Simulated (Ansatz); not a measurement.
SnSe

The calculation's input:

```
crystal:
  lattice:
    - [3.5097523932, 0.0, 0.0]
    - [0.0, 3.5097523932, 0.0]
    - [0.0, 0.0, 3.5097523932]
  atoms:
    - { symbol: Sn, position: [0.5, 0.5, 0.5] }
    - { symbol: Se, position: [0.0, 0.0, 0.0] }
basis:
  ecutwfc: 500
kpoints:
  mp_grid: { grid: [12, 12, 12] }
hamiltonian:
  xc: r2scan
scf:
  occupations: { method: gaussian, width: 0.1 }
output:
  forces: true
  stress: true
  eigenvalues: true
  write_density: true
  write_potential: true
  elf: true
  volumetric_format: npy
```

Run with:

```sh
ansatz run input.yaml --threads 1 --pin off --max-ram 2560MiB --backend cpu --events-out ev --progress --plain --runs-dir out
```

Below, planes, directions and counts refer to the conventional cell (a = 3.51 Å, b = 3.51 Å, c = 3.51 Å, α = 90.00°, β = 90.00°, γ = 90.00°).

Space group Pm-3m; changed on purpose from its base cell (volume × 0.88); computed pressure about 9 GPa in this cell.

Method: DFT r2SCAN, scalar-relativistic, plane waves, PAW (Ansatz).

The density is the valence pseudo-density of a PAW calculation; it isn't the true density close to the nuclei.

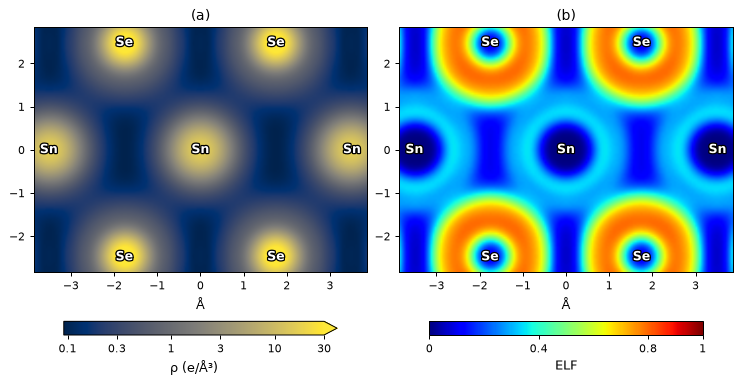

Figure 1. (a) valence electron density; (b) ELF on the (101̄) plane of the conventional cell.

**Describe what can be read from this map.**

The section cuts through Sn and Se sites. Sn–Se (3.04 Å): ρ is about 0.22 e/Å³ halfway; the ELF is about 0.35 at the midpoint. Between the atoms the lowest density in this plane is 0.09 e/Å³.

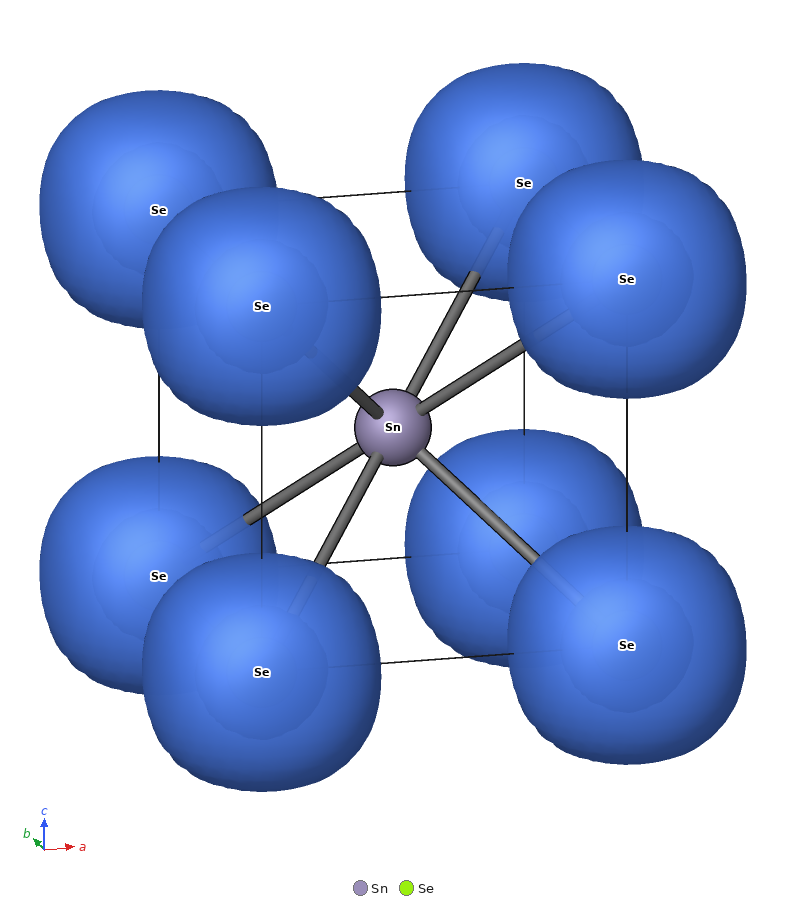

Figure 2. Isosurface of the electron localisation function at 0.7 (blue), seen slightly off an axis. Only the valence region is drawn (cores and ρ < 0.01 e/Å³ removed). Sticks mark near contacts.

**Identify the bonds, lone pairs and shells in this picture.**

The surface consists of one region wrapped around Se (its valence shell), counted in one cell of 2 atoms. Regions shared between cells count once.

**Metal or insulator at this level of theory?**

It is gapless in this calculation (a metal or semimetal).
